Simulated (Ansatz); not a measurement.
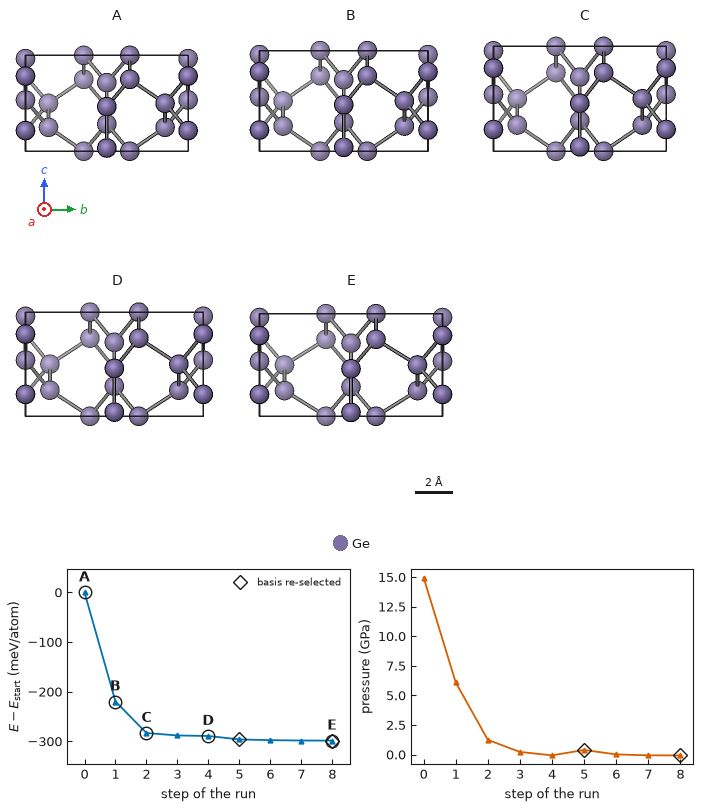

Frames of a relaxation of crystalline Ge (a generated structure, set up in I4_122) (coarse preliminary run), marked on the history of the run. Style: ball-and-stick. Shown: the conventional cell (2 times the calculation's cell), along the a axis. Lengths and directions refer to the drawn axes.

Theory: DFT PBE, scalar-relativistic, plane waves, PAW (Ansatz 0.2.0).

The input:
```yaml
crystal:
  lattice:
    - [-4.4217645, 4.4217645, 2.60865693]
    - [4.4217645, -4.4217645, 2.60865693]
    - [4.4217645, 4.4217645, -2.60865693]
  atoms:
    - { symbol: Ge, position: [0.78413379, 0.78413379, 0.0] }
    - { symbol: Ge, position: [0.53413379, 0.03413379, 0.5] }
    - { symbol: Ge, position: [0.64157299, 0.64157299, 0.28314599] }
    - { symbol: Ge, position: [0.35842701, 0.35842701, 0.71685401] }
    - { symbol: Ge, position: [0.39157299, 0.60842701, 0.5] }
    - { symbol: Ge, position: [0.10842701, 0.89157299, 0.5] }
    - { symbol: Ge, position: [0.21586621, 0.21586621, 0.0] }
    - { symbol: Ge, position: [0.96586621, 0.46586621, 0.5] }
basis:
  ecutwfc: 420
kpoints:
  mp_grid: { grid: [4, 4, 4] }
hamiltonian:
  xc: pbe
scf:
  occupations: { method: gaussian, width: 0.1 }
  lower_state_search: "off"
output:
  forces: true
  stress: true
  eigenvalues: true
relax:
  adjacent_minimum: "off"
  f_tol: 0.04
  max_steps: 70
  cell: { stress_tol: 0.4 }
```

Launched with:
```bash
ansatz run input.yaml --threads 1 --pin off --max-ram 2560MiB --backend cpu --events-out ev --progress --plain --runs-dir out
```

What happens along the run?

The largest moves relative to the cell, 0.070 Å, are those of Ge3, Ge4, Ge5 and Ge6. Ge4 goes along [1 1 0]. The volume changes by +35.5 %, with a = b 8.844 → 9.954 Å (+12.6 %), c 5.217 → 5.579 Å (+6.9 %). Some distances before and after: Ge3–Ge5 2.319 → 2.653 Å, Ge1–Ge3 2.309 → 2.503 Å, Ge1–Ge7 2.252 → 2.375 Å. Bond angles that change, for instance: Ge5–Ge4–Ge6 108.4° → 106.0°, Ge1–Ge4–Ge5 95.0° → 97.2°. The space group stays I4_122 (No. 98). The energy falls by 298 meV per atom in 6 accepted moves (8 points after the start). The largest force component goes from 0.93 to 0.035 eV/Å. The pressure goes from 14.96 to −0.07 GPa. At 2 points the geometry stayed and the basis and grid were re-selected for the new cell (energy shift of 6.9 meV per atom at most each time). The run took 5.2 min on 1 thread of Arm Neoverse N1 (shared host), peak memory 0.61 GiB. From step 0 to 1: Ge atoms move most (0.03 Å), volume +12.7 %, energy −220 meV per atom. From step 1 to 2: Ge atoms move most (0.03 Å), volume +9.3 %, energy −63.5 meV per atom. From step 2 to 4: volume +5.3 %, energy −6.0 meV per atom. From step 4 to 8: volume +4.4 %, energy −9.3 meV per atom.
